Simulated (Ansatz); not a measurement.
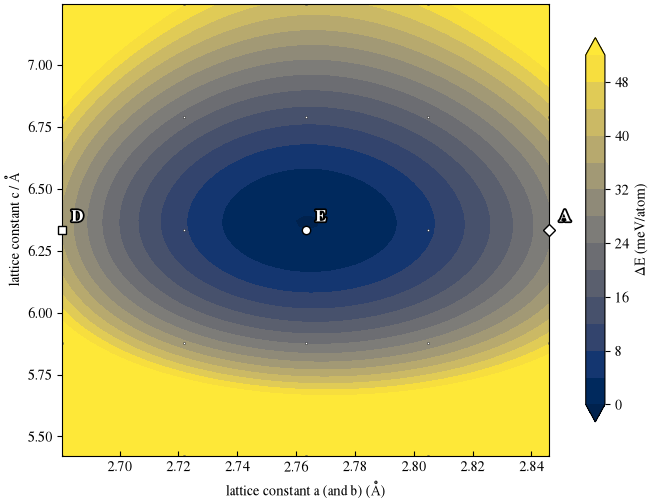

Br (I4/mmm, No. 139; 1 atom in the cell). The energy is mapped over the lattice constants a and c of the conventional cell. First axis: lattice constant a (and b). Second axis: lattice constant c. Nothing is relaxed (symmetry fixes all fractional coordinates). The grid has 5 × 5 points. Points are written as (first, second). All energies are given in meV/atom relative to the lowest grid point. The runs have no spin polarisation; a magnetic state may lie lower. All numbers below come from Ansatz 0.2.0, DFT LDA+D3(BJ), scalar-relativistic, plane waves, PAW. Settings: cutoff 420 eV, k-mesh 22×22×22, gaussian smearing 0.15 eV, no spin polarisation.

The picture shows filled contours, dots at the grid points, one colour for all values above the top of the scale, lettered points. Between grid points the surface is interpolated.

Question: Is D the lowest point of the computed grid?

Answer: No. D lies 36 meV/atom above the lowest grid point, which is at (2.763 Å, 6.33 Å).

Question: Rank the lettered points by energy, lowest first.

Answer: E (0 meV/atom), A (27 meV/atom), D (36 meV/atom).
